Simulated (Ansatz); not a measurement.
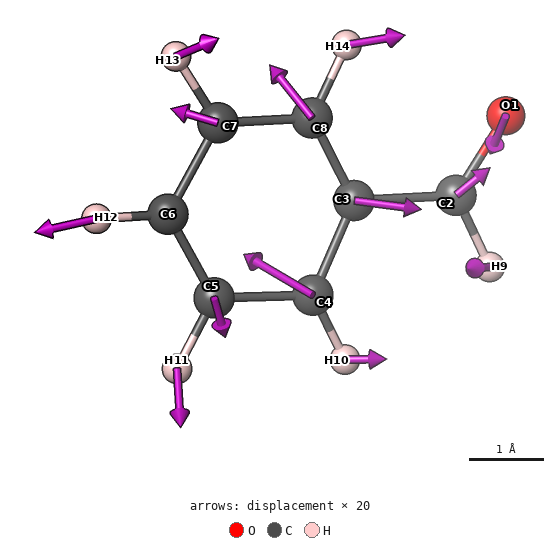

A relaxation of C$_{7}$H$_{6}$O (coarse preliminary run). The starting structure is drawn; purple arrows show the displacements, magnified 20 times. The two geometries are superimposed by the best rigid fit.

A ball-and-stick model, seen at a tilt.

The start comes from a force field.

Method: RKS PBE-D4/def2-SVP in Ansatz 0.2.0. (force threshold 0.03 eV/Å; at most 200 steps)

> Atoms of which element are displaced furthest, and by how much?

Carbon: up to 0.066 Å, against 0.046 Å for hydrogen.

> Describe the change and its energy.

The largest move after the best rigid fit is that of C4, 0.066 Å. By element the largest moves are C 0.066 Å, H 0.046 Å, O 0.043 Å. Near-neighbour distances that change, for instance: C3–C8 1.350 → 1.411 Å, O1–C2 1.274 → 1.219 Å, C4–C5 1.443 → 1.402 Å, C4–H10 1.062 → 1.102 Å. Among the angles between lasting bonds that change: C3–C4–C5 115.0° → 120.1°, C3–C4–H10 123.7° → 119.3°, C4–C3–C8 124.0° → 119.9°. Over 4 geometry steps the energy falls by 43.7 kJ/mol. The largest force component goes from 3.4 to 0.01 eV/Å.
